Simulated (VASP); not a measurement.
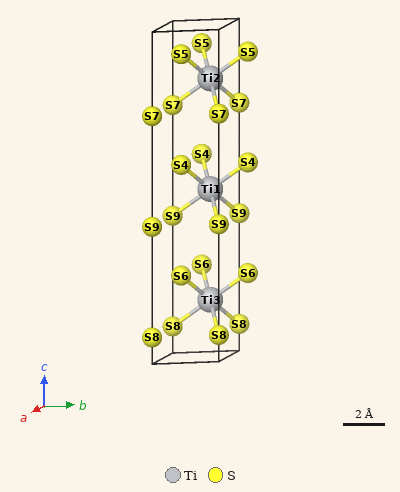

Fig. 1: The structure (ball-and-stick view of the cell of the calculation, seen slightly off an axis; bonded neighbours outside the cell are drawn too; atoms are numbered from 1 in the order of the input). An atom can appear more than once, as a periodic image.

**Efg calculation of TiS2 (part 1 of 2)**

TiS2 (P-3m1, 9 atoms in the cell), computed with Kohn-Sham DFT of a periodic cell, PBE with D3(BJ), VASP PAW PBE potentials, recommended, no spin polarisation (VASP 6.6.1).

The structure derives from a Materials Project entry. The run did not end well. It belongs to a series of runs on one base structure; here: field gradients and polarisation.

INCAR
```
ALGO = Fast ; EDIFF = 1E-8
ENCUT = 520 ; GGA = PE
ISIF = 2 ; ISMEAR = -1
IVDW = 12 ; LASPH = T
LCHARG = F ; LEFG = T
LREAL = F ; LWAVE = F
NBANDS = 46 ; NELM = 100
PREC = Accurate ; SIGMA = 0.15
```

KPOINTS
```
k-points
0
Gamma
  12 12 2
```

POSCAR
```
TiS2
1.0
    3.3570700962      0.0000000000      0.0000000000
   -1.6785350481      2.9073079856      0.0000000000
    0.0000000000      0.0000000000     16.5593966692
Ti S
3 6
Direct
    0.3333333333      0.6666666667      0.5000000000
    0.3333333333      0.6666666667      0.8333291198
    0.3333333333      0.6666666667      0.1666708802
    0.6666666667      0.3333333333      0.5864084788
    0.6666666667      0.3333333333      0.9197378366
    0.6666666667      0.3333333333      0.2530796974
    0.0000000000      0.0000000000      0.7469203026
    0.0000000000      0.0000000000      0.0802621634
    0.0000000000      0.0000000000      0.4135915212
```

Run on 1 thread of AMD EPYC (Zen 5), 450 GiB of memory available, shared host.

Command:
```bash
cat potpaw_PBE.64/Ti_sv/POTCAR potpaw_PBE.64/S/POTCAR > POTCAR
mpirun -np 1 vasp_std > vasp.out
```

OSZICAR
```
N       E                     dE             d eps       ncg     rms          rms(c)
DAV:   1     0.876024797901E+03    0.87602E+03   -0.34050E+04  3496   0.164E+03
DAV:   2     0.716134444473E+02   -0.80441E+03   -0.77974E+03  3524   0.484E+02
DAV:   3    -0.577515377481E+02   -0.12936E+03   -0.12429E+03  5310   0.164E+02
DAV:   4    -0.696894443911E+02   -0.11938E+02   -0.11892E+02  5264   0.468E+01
DAV:   5    -0.703827327926E+02   -0.69329E+00   -0.69291E+00  5076   0.982E+00    0.259E+01
RMM:   6    -0.615014940140E+02    0.88812E+01   -0.75397E+01  5284   0.409E+01    0.117E+01
RMM:   7    -0.595040157710E+02    0.19975E+01   -0.83094E+00  4289   0.180E+01    0.942E+00
RMM:   8    -0.600136928066E+02   -0.50968E+00   -0.10616E+01  5084   0.144E+01    0.555E+00
RMM:   9    -0.595847327413E+02    0.42896E+00   -0.20992E+00  4491   0.978E+00    0.239E+00
RMM:  10    -0.596298143559E+02   -0.45082E-01   -0.92232E-01  5645   0.350E+00    0.171E+00
[... 80 further cycles ...]
RMM:  91    -0.596872838847E+02    0.57853E-08   -0.20607E-07  3346   0.319E-03    0.146E-04
RMM:  92    -0.596872838798E+02    0.48794E-08   -0.21284E-07  3270   0.321E-03    0.206E-04
RMM:  93    -0.596872838814E+02   -0.15998E-08   -0.22516E-07  3156   0.314E-03    0.212E-04
RMM:  94    -0.596872838825E+02   -0.11596E-08   -0.22196E-07  3096   0.314E-03    0.218E-04
RMM:  95    -0.596872838838E+02   -0.12287E-08   -0.23118E-07  3143   0.313E-03    0.223E-04
RMM:  96    -0.596872838831E+02    0.69758E-09   -0.18436E-07  3079   0.312E-03    0.206E-04
RMM:  97    -0.596872838846E+02   -0.15743E-08   -0.21786E-07  3198   0.317E-03    0.153E-04
RMM:  98    -0.596872838861E+02   -0.14807E-08   -0.23533E-07  3094   0.315E-03    0.145E-04
RMM:  99    -0.596872838863E+02   -0.14916E-09   -0.20890E-07  3098   0.313E-03    0.145E-04
RMM: 100    -0.596872838824E+02    0.38954E-08   -0.19113E-07  3054   0.314E-03
   1 F= -.63384020E+02 E0= -.63308928E+02  d E =-.150183E+00
```

Parts of OUTCAR
```
EDIFF = 1E-8
   ENCUT = 520
   GGA = PE
   ISIF = 2
   ISMEAR = -1
   IVDW = 12
   LASPH = T
   LREAL = F
   NELM = 100
   PREC = Accurate
 IVDW          = 12
 VDW_S6        =  1.00000000  s6, scaling of the dipole-dipole dispersion
 VDW_S8        =  0.78750002  s8, scaling of the dipole-quadrupole dispersion
 VDW_A1        =  0.42890000  a1, scaling of the critical radii
 VDW_A2        =  4.44070005  a2, offset of the critical radii
 VDW_RADIUS    = 50.20216178  two-body interaction cutoff (in Angstroms)
 VDW_CNRADIUS  = 21.16708996  CN, coordination number cutoff (in Angstroms)

 ion  position               nearest neighbor table
   1  0.333  0.667  0.500-   9 2.41   4 2.41   4 2.41   9 2.41   9 2.41   4 2.41
   2  0.333  0.667  0.833-   5 2.41   5 2.41   5 2.41   7 2.41   7 2.41   7 2.41
   3  0.333  0.667  0.167-   8 2.41   8 2.41   8 2.41   6 2.41   6 2.41   6 2.41
   4  0.667  0.333  0.586-   1 2.41   1 2.41   1 2.41
   5  0.667  0.333  0.920-   2 2.41   2 2.41   2 2.41
   6  0.667  0.333  0.253-   3 2.41   3 2.41   3 2.41
   7  0.000  0.000  0.747-   2 2.41   2 2.41   2 2.41
   8  0.000  0.000  0.080-   3 2.41   3 2.41   3 2.41
   9  0.000  0.000  0.414-   1 2.41   1 2.41   1 2.41

  LATTYP: Found a hexagonal cell.
 ALAT       =     3.3570700962
 C/A-ratio  =     4.9326931505

  Lattice vectors:

 A1 = (   3.3570700962,   0.0000000000,   0.0000000000)
 A2 = (  -1.6785350481,   2.9073079856,   0.0000000000)
 A3 = (   0.0000000000,   0.0000000000,  16.5593966692)

Analysis of symmetry for initial positions (statically):
=====================================================================
 Subroutine PRICEL returns:
 Original cell was already a primitive cell.

 Routine SETGRP: Setting up the symmetry group for a
 hexagonal supercell.

 Subroutine GETGRP returns: Found 12 space group operations
 (whereof  6 operations were pure point group operations)
 out of a pool of 24 trial point group operations.

The static configuration has the point symmetry C_3v.
 The point group associated with its full space group is D_3d.

Analysis of symmetry for dynamics (positions and initial velocities):
=====================================================================
 Subroutine PRICEL returns:
 Original cell was already a primitive cell.

 Routine SETGRP: Setting up the symmetry group for a
 hexagonal supercell.

 Subroutine GETGRP returns: Found 12 space group operations
 (whereof  6 operations were pure point group operations)
 out of a pool of 24 trial point group operations.

The dynamic configuration has the point symmetry C_3v.
 The point group associated with its full space group is D_3d.

 Subroutine INISYM returns: Found 12 space group operations
 (whereof  6 operations are pure point group operations),
 and found     1 'primitive' translations

----------------------------------------------------------------------------------------

                                     Primitive cell

  volume of cell :     161.6203

  direct lattice vectors                    reciprocal lattice vectors
     3.357070096  0.000000000  0.000000000     0.297878796  0.171980403  0.000000000
    -1.678535048  2.907307986  0.000000000     0.000000000  0.343960807  0.000000000
     0.000000000  0.000000000 16.559396669     0.000000000  0.000000000  0.060388674

  length of vectors
     3.357070096  3.357070096 16.559396669     0.343960807  0.343960807  0.060388674

  position of ions in fractional coordinates (direct lattice)
     0.333333333  0.666666667  0.500000000
     0.333333333  0.666666667  0.833329120
     0.333333333  0.666666667  0.166670880
     0.666666667  0.333333333  0.586408479
     0.666666667  0.333333333  0.919737837
     0.666666667  0.333333333  0.253079697
     0.000000000  0.000000000  0.746920303
     0.000000000  0.000000000  0.080262163
     0.000000000  0.000000000  0.413591521

  ion indices of the primitive-cell ions
   primitive index   ion index
                 1           1
                 2           2
                 3           3
                 4           4
                 5           5
                 6           6
                 7           7
                 8           8
                 9           9

----------------------------------------------------------------------------------------

 KPOINTS: k-points

Automatic generation of k-mesh.
 Grid dimensions read from file:
 generate k-points for:   12   12    2

 Generating k-lattice:

  Cartesian coordinates                     Fractional coordinates (reciprocal lattice)
     0.024823233  0.014331700  0.000000000     0.083333333  0.000000000  0.000000000
     0.000000000  0.028663401  0.000000000     0.000000000  0.083333333  0.000000000
     0.000000000  0.000000000  0.030194337     0.000000000  0.000000000  0.500000000

  Length of vectors
     0.028663401  0.028663401  0.030194337

  Shift w.r.t. Gamma in fractional coordinates (k-lattice)
     0.000000000  0.000000000  0.000000000

 Subroutine IBZKPT returns following result:
 ===========================================

 Found     38 irreducible k-points:

 Following reciprocal coordinates:
            Coordinates               Weight
  0.000000  0.000000  0.000000      1.000000
  0.083333  0.000000  0.000000      6.000000
  0.166667  0.000000  0.000000      6.000000
  0.250000  0.000000  0.000000      6.000000
  0.333333  0.000000  0.000000      6.000000
  0.416667  0.000000  0.000000      6.000000
  0.500000  0.000000  0.000000      3.000000
  0.083333  0.083333  0.000000      6.000000
  0.166667  0.083333  0.000000     12.000000
  0.250000  0.083333  0.000000     12.000000
  0.333333  0.083333  0.000000     12.000000
  0.416667  0.083333  0.000000     12.000000
  0.166667  0.166667  0.000000      6.000000
  0.250000  0.166667  0.000000     12.000000
  0.333333  0.166667  0.000000     12.000000
  0.416667  0.166667  0.000000      6.000000
  0.250000  0.250000  0.000000      6.000000
  0.333333  0.250000  0.000000     12.000000
  0.333333  0.333333  0.000000      2.000000
  0.000000  0.000000  0.500000      1.000000
  0.083333  0.000000  0.500000      6.000000
  0.166667  0.000000  0.500000      6.000000
  0.250000  0.000000  0.500000      6.000000
  0.333333  0.000000  0.500000      6.000000
 [... further k-points ...]
   k-points           NKPTS =     38   k-points in BZ     NKDIM =     38   number of bands    NBANDS=     46
   number of dos      NEDOS =    301   number of ions     NIONS =      9
   total plane-waves  NPLWV =  98784
   dimension x,y,z NGX =    28 NGY =   28 NGZ =  126
   dimension x,y,z NGXF=    56 NGYF=   56 NGZF=  252
   ions per type =               3   6
   NGX,Y,Z   is equivalent  to a cutoff of  13.87, 13.87, 12.65 a.u.
   NGXF,Y,Z  is equivalent  to a cutoff of  27.73, 27.73, 25.30 a.u.
 SYSTEM =  unknown system
   PREC   = accura    normal or accurate (medium, high low for compatibility)
   ISTART =      0    job   : 0-new  1-cont  2-samecut
   ICHARG =      2    charge: 1-file 2-atom 10-const
   ISPIN  =      1    spin polarized calculation?
   LNONCOLLINEAR =      F non collinear calculations
   LSORBIT =      F    spin-orbit coupling
   LASPH  =      T    aspherical Exc in radial PAW
   ENCUT  =  520.0 eV  38.22 Ry    6.18 a.u.   6.24  6.24 30.79*2*pi/ulx,y,z
   NELM   =    100;   NELMIN=  2; NELMDL= -5     # of ELM steps
   EDIFF  = 0.1E-07   stopping-criterion for ELM
   LREAL  =      F    real-space projection
   EDIFFG = 0.1E-06   stopping-criterion for IOM
   NSW    =      0    number of steps for IOM
   IBRION =     -1    ionic relax: 0-MD 1-quasi-New 2-CG
   NFREE  =      0    steps in history (QN), initial steepest desc. (CG)
   ISIF   =      2    stress and relaxation
   ISYM   =      2    0-nonsym 1-usesym 2-fastsym
   POTIM  = 0.5000    time-step for ionic-motion
   TEBEG  =    0.0;   TEEND  =   0.0 temperature during run
   PSTRESS=    0.0 pullay stress
   NELECT =      72.0000    total number of electrons
   NUPDOWN=      -1.0000    fix difference up-down
   EMIN   =  10.00;   EMAX   =-10.00  energy-range for DOS
   EFERMI =   0.00;   METHOD = LEGACY
   ISMEAR =    -1;   SIGMA  =   0.15  broadening in eV -4-tet -1-fermi 0-gaus
   EFERMI_NEDOS =   21; number of points for ismear=-14 and -15
   IALGO  =     68    algorithm
   IMIX   =      4    mixing-type and parameters
     AMIX     =   0.40;   BMIX     =  1.00
     AMIX_MAG =   1.60;   BMIX_MAG =  1.00
  volume/ion in A,a.u.               =      17.96       121.19
  Fermi-wavevector in a.u.,A,eV,Ry     =   1.250318  2.362758 21.269907  1.563294
  Thomas-Fermi vector in A             =   2.384317
   LORBIT       =      0    0 simple, 1 ext, 2 COOP (PROOUT), +10 PAW based schemes
   GGA     = PE    functional components
   LHFCALC =     F    Hartree Fock is set to
   AEXX    =    0.0000 exact exchange contribution
   IVDW    =    12    specifies the selected vdW correction
   LEPSILON=     F    determine dielectric tensor
   LRPA    =     F    only Hartree local field effects (RPA)
 non-spin polarized calculation
 RMM-DIIS sequential band-by-band and
  energy-cutoff  :      520.00
  volume of cell :      161.62
 maximum number of plane-waves:      4374
 NGX is ok and might be reduce to    28
   NGX = 13   NGY = 13   NGZ = 61

 number of electron      71.9999995 magnetization

 Free energy of the ion-electron system (eV)
  ---------------------------------------------------
  ext. energy  EPLUGINS =         0.00000000
  ---------------------------------------------------
  free energy    TOTEN  =       -59.68728388 eV

  energy without entropy =      -59.53710092  energy(sigma->0) =      -59.61219240

 E-fermi :   6.0939     XC(G=0): -10.4518     alpha+bet :-12.8124

 val. band max:        6.0759604817   @ k =   0.0000   0.0000   0.5000
 cond. band min:       6.1095640334   @ k =   0.0833   0.0833   0.0000
 fundamental gap:      0.0336035517
 Fermi energy:         6.0939143129

 k-point     1 :       0.0000    0.0000    0.0000
  band No.  band energies     occupation
      1     -51.3421      2.00000
      2     -51.3421      2.00000
      3     -51.3421      2.00000
      4     -27.5750      2.00000
      5     -27.5750      2.00000
      6     -27.5748      2.00000
      7     -27.5287      2.00000
      8     -27.5287      2.00000
      9     -27.5286      2.00000
     10     -27.5286      2.00000
     11     -27.5286      2.00000
     12     -27.5286      2.00000
     13      -7.8699      2.00000
     14      -7.5401      2.00000
     15      -7.5400      2.00000
     16      -6.5225      2.00000
     17      -6.5224      2.00000
     18      -5.9624      2.00000
     19       0.4668      2.00000
     20       1.6035      2.00000
     21       1.6036      2.00000
     22       3.4108      2.00000
     23       3.4108      2.00000
     24       3.4609      2.00000
     25       3.4609      2.00000
     26       3.4609      2.00000
     27       3.4609      2.00000
     28       4.3465      1.99998
     29       4.3467      1.99998
     30       6.1383      0.85313
     31       6.1383      0.85313
     32       6.1384      0.85291
     33       6.1384      0.85291
     34       6.3322      0.33922
     35       6.3396      0.32547
     36       6.3396      0.32547
     37       6.7212      0.03007
     38       6.7212      0.03007
     39       6.7213      0.03007
     40       6.7213      0.03007
     41       6.7408      0.02644
     42       6.7408      0.02644
     43       7.0607      0.00317
     44       7.6989      0.00005
     45       7.6990      0.00005
     46       9.6588      0.00000
```
